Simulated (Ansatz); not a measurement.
# Single-point calculation of ZrSiO4 (part 2 of 2)

Continued. System: ZrSiO4 (36 atoms in the cell). Method: DFT PBE, scalar-relativistic, plane waves, PAW, no spin polarisation (Ansatz 0.2.0); cutoff 420 eV, 2×2×2 k-mesh, Gaussian smearing of 0.02 eV. The structure derives from a Materials Project entry. It belongs to a series of runs on one base structure; here: the perfect crystal in a cell of 36 atoms.

**The program's output, continued**
```
  k-point 1: bands = ["-40.0111", "-40.0111", "-40.0005", "-40.0005", "-39.9899", "-39.9899", "-18.2516", "-18.2516", "-18.2372", "-18.2372", "-18.2372", "-18.2372", "-18.1331", "-18.1331", "-18.1088", "-18.1088", "-18.0935", "-18.0935", "-17.9758", "-17.9758", "-17.9758", "-17.9758", "-17.9642", "-17.9642", "-10.8241", "-10.8241", "-10.6676", "-10.6676", "-10.2805", "-10.2805", "-9.5723", "-9.5723", "-9.4477", "-9.4477", "-9.3909", "-9.3909", "-8.9015", "-8.9015", "-8.9015", "-8.9015", "-8.8407", "-8.8407", "-8.8026", "-8.8026", "-8.7400", "-8.7400", "-8.7400", "-8.7400", "0.8926", "0.8926", "0.9951", "0.9951", "1.0137", "1.0137", "2.4538", "2.4538", "2.8582", "2.8582", "2.8767", "2.8767", "3.0750", "3.0750", "3.0750", "3.0750", "3.0750", "3.0750", "4.1415", "4.1415", "4.1928", "4.1928", "4.5181", "4.5181", "4.5394", "4.5394", "4.5394", "4.5394", "4.7175", "4.7175", "4.9196", "4.9196", "4.9644", "4.9644", "5.1963", "5.1963", "5.2950", "5.2950", "5.2950", "5.2950", "5.5581", "5.5581", "5.5581", "5.5581", "5.9042", "5.9042", "6.0299", "6.0299", "6.1885", "6.1885", "6.2455", "6.2455", "6.4412", "6.4412", "6.6648", "6.6648", "6.7505", "6.7505", "6.8083", "6.8083", "6.8083", "6.8083", "6.9461", "6.9461", "6.9860", "6.9860", "7.4306", "7.4306", "7.4306", "7.4306", "7.6901", "7.6901", "12.5761", "12.5761", "13.0400", "13.0400", "13.0916", "13.0916", "13.1204", "13.1204", "13.1204", "13.1204", "13.3818", "13.3818", "13.4110", "13.4110", "13.6793", "13.6793", "13.8816", "13.8816", "14.2443", "14.2443", "14.6101", "14.6101", "14.6101", "14.6101", "14.7453", "14.7453", "14.9894", "14.9894", "15.1505", "15.1505", "15.1595", "15.1595", "17.0626", "17.0626", "17.1332", "17.1332"]
  k-point 2: bands = ["-40.0067", "-40.0067", "-40.0066", "-39.9944", "-39.9944", "-39.9944", "-18.2421", "-18.2421", "-18.2414", "-18.2103", "-18.1983", "-18.1983", "-18.1855", "-18.1855", "-18.1851", "-18.0364", "-18.0324", "-18.0324", "-18.0231", "-18.0231", "-18.0191", "-17.9724", "-17.9719", "-17.9719", "-10.7553", "-10.7553", "-10.3725", "-10.3480", "-10.3372", "-10.3372", "-9.6688", "-9.3964", "-9.3964", "-9.3954", "-9.2271", "-9.2271", "-9.1126", "-9.1126", "-9.1079", "-9.0390", "-9.0390", "-9.0197", "-8.8882", "-8.8599", "-8.8599", "-8.7812", "-8.7812", "-8.7585", "0.9234", "0.9234", "0.9622", "1.8182", "1.8448", "1.8448", "2.6556", "2.7718", "2.7718", "2.8402", "2.8864", "2.8864", "3.0532", "3.0532", "3.2584", "3.2584", "3.4185", "3.4185", "3.5951", "3.6057", "3.7473", "3.7784", "4.3300", "4.3300", "4.3322", "4.3322", "4.4701", "4.5921", "4.5921", "4.6566", "4.8209", "4.8209", "5.0292", "5.0309", "5.1411", "5.1411", "5.2737", "5.3249", "5.3249", "5.4269", "5.5072", "5.5242", "5.5242", "5.6966", "5.7933", "5.7933", "5.7994", "5.7994", "5.9365", "6.2010", "6.2010", "6.2244", "6.4948", "6.4949", "6.4949", "6.6113", "6.7157", "6.7157", "6.7801", "6.7983", "6.7983", "6.9047", "6.9047", "6.9349", "6.9457", "6.9457", "7.1457", "7.1457", "7.3846", "7.3846", "7.4965", "7.5341", "12.4976", "12.5504", "12.5504", "12.6933", "12.6933", "12.7221", "13.1408", "13.1408", "13.2731", "13.2731", "13.3783", "13.4502", "13.5865", "13.5865", "13.6611", "13.8575", "13.8575", "14.1094", "14.4419", "14.4453", "14.4453", "14.4746", "14.4746", "14.7847", "14.9259", "14.9259", "15.1629", "15.4125", "15.5936", "15.5936", "16.2150", "16.2150", "16.3453", "17.0162", "17.0162", "17.1697"]
  k-point 3: bands = ["-40.0005", "-40.0005", "-40.0005", "-40.0005", "-40.0005", "-40.0005", "-18.2292", "-18.2292", "-18.2292", "-18.2292", "-18.2200", "-18.2200", "-18.1158", "-18.1158", "-18.1118", "-18.1118", "-18.1118", "-18.1118", "-17.9920", "-17.9920", "-17.9920", "-17.9920", "-17.9919", "-17.9919", "-10.5027", "-10.5027", "-10.3058", "-10.3058", "-10.3058", "-10.3058", "-9.4170", "-9.4170", "-9.4170", "-9.4170", "-9.1209", "-9.1209", "-9.1154", "-9.1154", "-9.0665", "-9.0665", "-9.0665", "-9.0665", "-9.0646", "-9.0646", "-9.0424", "-9.0424", "-9.0424", "-9.0424", "1.7630", "1.7630", "1.8064", "1.8064", "1.8064", "1.8064", "2.9777", "2.9777", "2.9777", "2.9777", "3.0124", "3.0124", "3.1549", "3.1549", "3.3390", "3.3390", "3.3390", "3.3390", "3.4312", "3.4312", "3.6178", "3.6178", "3.6178", "3.6178", "4.3256", "4.3256", "4.3256", "4.3256", "4.4099", "4.4099", "5.0225", "5.0225", "5.0360", "5.0360", "5.0360", "5.0360", "5.2540", "5.2540", "5.2540", "5.2540", "5.2764", "5.2764", "5.8151", "5.8151", "5.8533", "5.8533", "5.8533", "5.8533", "6.1583", "6.1583", "6.1583", "6.1583", "6.4577", "6.4577", "6.5400", "6.5400", "6.5400", "6.5400", "6.7285", "6.7285", "6.7285", "6.7285", "6.7663", "6.7663", "6.8363", "6.8363", "7.1494", "7.1494", "7.2493", "7.2493", "7.2493", "7.2493", "12.3569", "12.3569", "12.3569", "12.3569", "12.3843", "12.3843", "13.3220", "13.3220", "13.3610", "13.3610", "13.4854", "13.4854", "13.4854", "13.4854", "13.7873", "13.7873", "13.7873", "13.7873", "14.6573", "14.6573", "14.7648", "14.7648", "14.7648", "14.7648", "15.8279", "15.8279", "15.8279", "15.8279", "15.9752", "15.9752", "16.2770", "16.2770", "16.6868", "16.6868", "16.6868", "16.6868"]
```

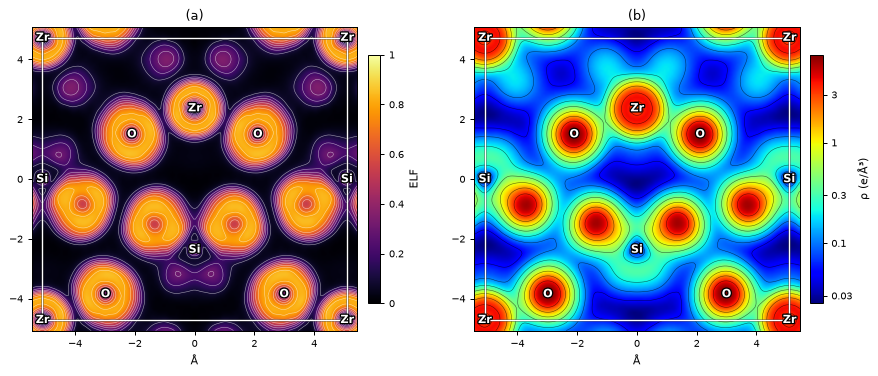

*(a) ELF; (b) valence charge density (pseudo) on the (110) plane of the calculation cell.*

The section cuts through Zr, Si and O sites. Zr–O (2.28 Å): ρ is about 0.43 e/Å³ halfway; the ELF peaks at about 0.85 in the valence shell of O, 0.7 Å from its nucleus, and drops to about 0.15 between the two atoms. Away from the nuclei the density in this plane falls to 0.03 e/Å³ at its lowest. The strong features right at Zr lie inside the PAW spheres (semicore, d or f shells) and say nothing about bonding. In a PAW calculation such maps are meaningful between the atoms, not at the nuclei.

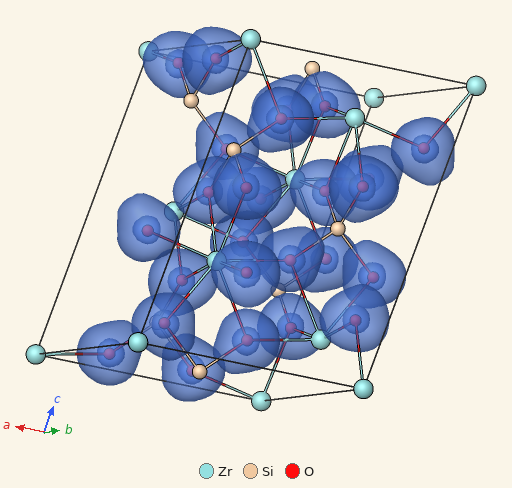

*Isosurface of the ELF at 0.7 (blue), seen at an oblique angle. Core shells and regions of very low density are left out. Sticks mark near contacts. The outline is the calculation cell.*

Values along the shortest contacts: Si–O (1.64 Å): the ELF peaks at about 0.85 between the atoms (a shared but strongly polarised pair). Zr–O (2.15 Å): the ELF peaks at about 0.85 in the valence shell of O, 0.6 Å from its nucleus, and drops to about 0.15 between the two atoms.

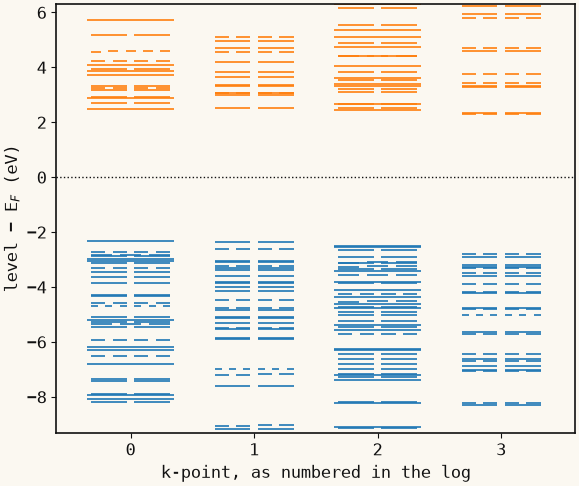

*Kohn–Sham levels near the Fermi level (dotted) at the few k-points that the log prints; levels within 0.02 eV of each other stand side by side.*

Among these points the highest filled and lowest empty levels are 4.62 eV apart, which is the gap on the mesh.

**Summary**

- outcome: converged
- space group (tolerance 0.01 Å): I4₁/amd (141)
- electrons treated: 240
- free energy: −42589.2741 eV
- Fermi energy: 10.045 eV
- gap on the k-point mesh: 4.62 eV
- pressure: −0.01 GPa
- largest force (length of the vector): 0.018 eV/Å
- hardware: 8 threads of Arm Neoverse V1, 24 GiB of memory available, shared host
- wall time: 3.6 s (CPU time 26 s)
- peak memory: 1.4 GiB
